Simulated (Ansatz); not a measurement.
# Mg₅O: what the fields show

```
Mg O
1.0
     5.66693    0.00000    0.00000
    -2.83346    4.90770    0.00000
     0.00000    0.00000    6.73442
Mg O
5 1
Direct
  0.00000 0.00000 0.71301
  0.00000 0.00000 0.28699
  0.50000 0.00000 0.00000
  0.00000 0.50000 0.00000
  0.50000 0.50000 0.00000
  0.00000 0.00000 0.00000
```

Space group P6/mmm; a structure generated by program, which may or may not match a known phase.

The calculation used Ansatz 0.2.0, DFT PBE, scalar-relativistic, plane waves, PAW.

In a PAW calculation such maps are meaningful between the atoms, not at the nuclei.

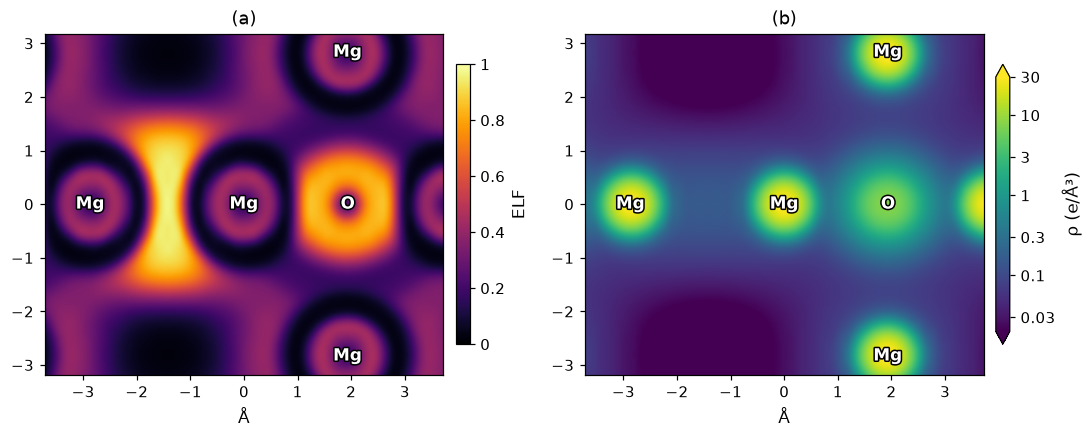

Figure 1. (a) ELF; (b) valence charge density (pseudo) on the (11̄0) plane of the conventional cell.

Describe what can be read from this map.

The section cuts through Mg and O sites.
Mg–O (1.93 Å): the density is about 0.49 e/Å³ at the midpoint; the ELF peaks at about 0.85 in the valence shell of O, 0.7 Å from its nucleus, and is about 0.35 at the midpoint.
Between the atoms the lowest density in this plane is 0.006 e/Å³.

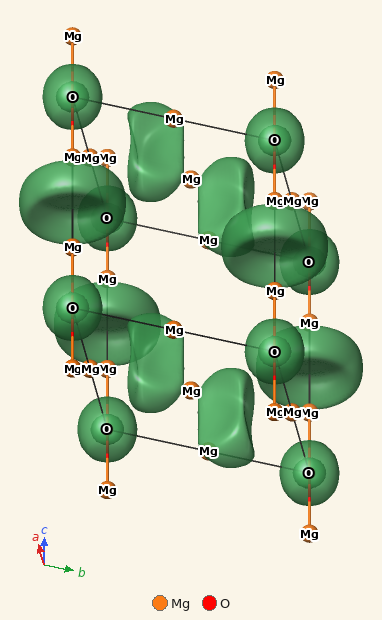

Figure 2. Isosurface of the electron localisation function at 0.75 (green), seen at an oblique angle. Only the valence region is drawn (cores and ρ < 0.01 e/Å³ removed). Sticks mark near contacts.

Identify the bonds, lone pairs and shells in this picture.

At this value the surface marks out one region wrapped around O (its valence shell) and three pockets between the atoms, centred on no nucleus (multi-centre or interstitial), counted in one cell of 6 atoms. Any copies at cell faces, edges or corners count once.

Metal or insulator at this level of theory?

It is gapless in this calculation (a metal or semimetal).
